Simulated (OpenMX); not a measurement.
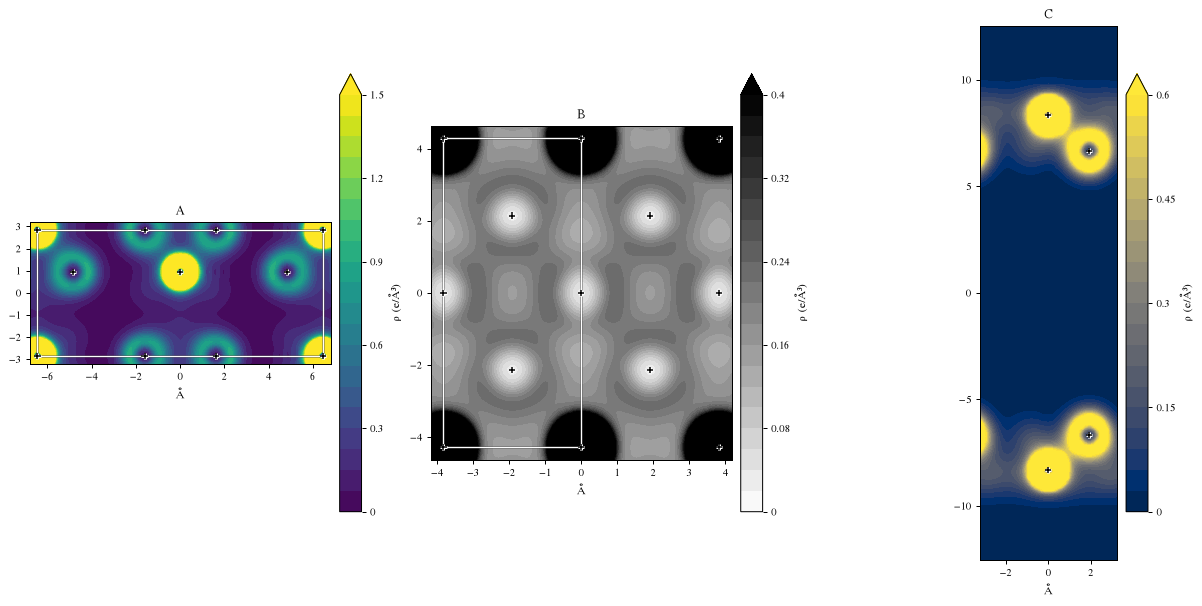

The valence charge density (pseudo) of 3 systems, each on a plane through atoms (crosses mark nuclei in the plane).

All numbers below come from OpenMX 3.8.5, Kohn-Sham DFT of a periodic cell, PBE, OpenMX 2013 PBE set.

System 1: MoSe2, the (110) plane of the conventional cell. Space group P6₃/mmc; not relaxed (largest force 1.5 eV/Å); computed pressure about 10 GPa in this cell.

System 2: TiAl3, the (010) plane of the conventional cell. Space group I4/mmm; a structure from a database of computed crystals, not necessarily the ambient phase.

```
Ti Al
1.0
     3.82221    0.00000    0.00000
     0.00000    3.82221    0.00000
     0.00000    0.00000    8.56134
Ti Al
2 6
Direct
  0.00000 0.00000 0.00000
  0.50000 0.50000 0.50000
  0.50000 0.00000 0.25000
  0.00000 0.50000 0.75000
  0.00000 0.50000 0.25000
  0.50000 0.00000 0.75000
  0.00000 0.00000 0.50000
  0.50000 0.50000 0.00000
```

System 3: WSe (slab), the (110) plane of the calculation cell, a cut from vacuum to vacuum. 

```yaml
crystal:
  lattice:
    - [3.31794, 0.00000, 0.00000]
    - [-1.65897, 2.87342, 0.00000]
    - [0.00000, 0.00000, 31.65814]
  atoms:
    - { symbol: W, position: [0.00000, 0.00000, 0.23691] }
    - { symbol: Se, position: [0.33333, 0.66667, 0.28941] }
    - { symbol: Se, position: [0.33333, 0.66667, 0.71059] }
    - { symbol: W, position: [0.00000, 0.00000, 0.76309] }
```

### Match each panel to its system.

Panel A is system 1, MoSe2: the plane holds Mo and Se. Mo–Se (2.49 Å): ρ at the midpoint is about 0.53 e/Å³. Panel B is system 2, TiAl3: the plane holds Ti and Al. Ti–Al (2.87 Å): ρ is about 0.2 e/Å³ halfway. Panel C is system 3, WSe: the plane holds W and Se. W–Se (2.54 Å): ρ is about 0.52 e/Å³ halfway.
